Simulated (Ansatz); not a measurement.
A periodic structure is given below.

```yaml
crystal:
  lattice:
    - [4.17454, 0.00000, 0.00000]
    - [0.00000, 5.12460, 0.00000]
    - [0.00000, 0.00000, 4.47111]
  atoms:
    - { symbol: Al, position: [0.00000, 0.00000, 0.66452] }
    - { symbol: Al, position: [0.50000, 0.50000, 0.33548] }
    - { symbol: Cu, position: [0.00000, 0.50000, 0.66823] }
    - { symbol: Cu, position: [0.50000, 0.00000, 0.33177] }
    - { symbol: Cu, position: [0.00000, 0.25103, 0.16400] }
    - { symbol: Cu, position: [0.00000, 0.74897, 0.16400] }
    - { symbol: Cu, position: [0.50000, 0.24897, 0.83600] }
    - { symbol: Cu, position: [0.50000, 0.75103, 0.83600] }
```

### Describe what this structure looks like.

Formula: AlCu$_{3}$. Space group: Pmmn (No. 59). Lattice: primitive orthorhombic. Content of the cell: 2 Al, 6 Cu (Z = 2). Around each Al lie twelve Cu in an anticuboctahedral arrangement at 2.56 to 2.58 Å. The neighbours of Cu are eight Cu and four Al in an anticuboctahedral arrangement (2.55 to 2.59 Å to Cu, 2.56 to 2.58 Å to Al). The bonds build a three-dimensional framework.

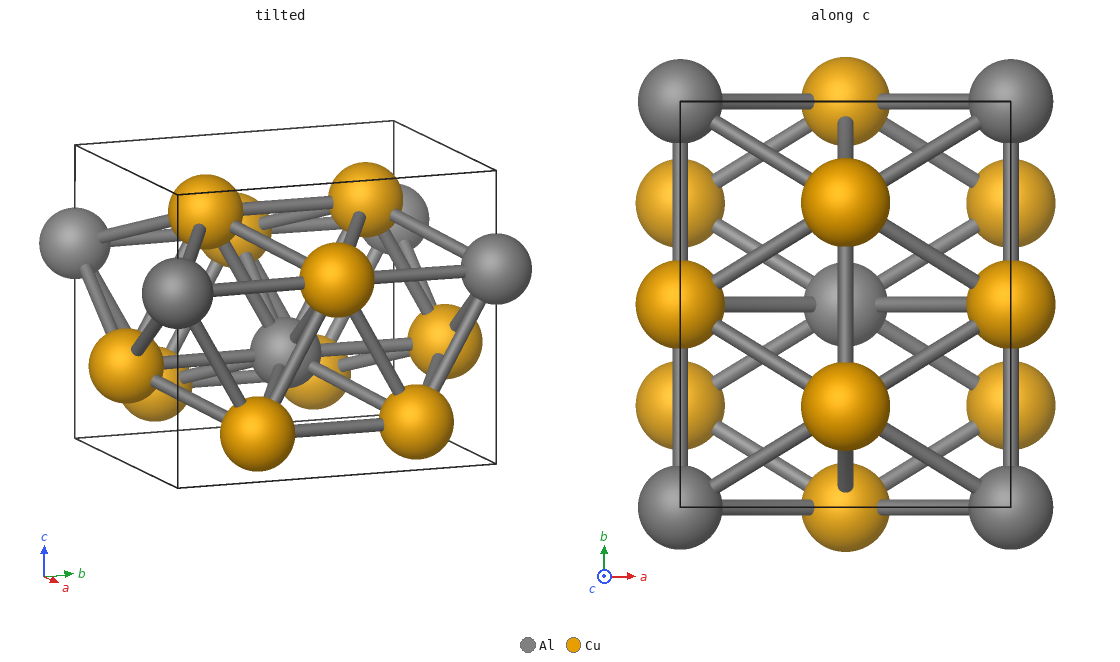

The figure gives a ball-and-stick picture of the atoms, viewed slightly off an axis and along the c axis. Atoms at the boundary of the conventional unit cell (the box) are drawn once for each face, edge or corner they touch. Colours: aluminium grey, copper orange.

It goes back to a structure listed in the Materials Project. This is the structure after a relaxation with Ansatz 0.2.0, DFT PBEsol, scalar-relativistic, plane waves, PAW.
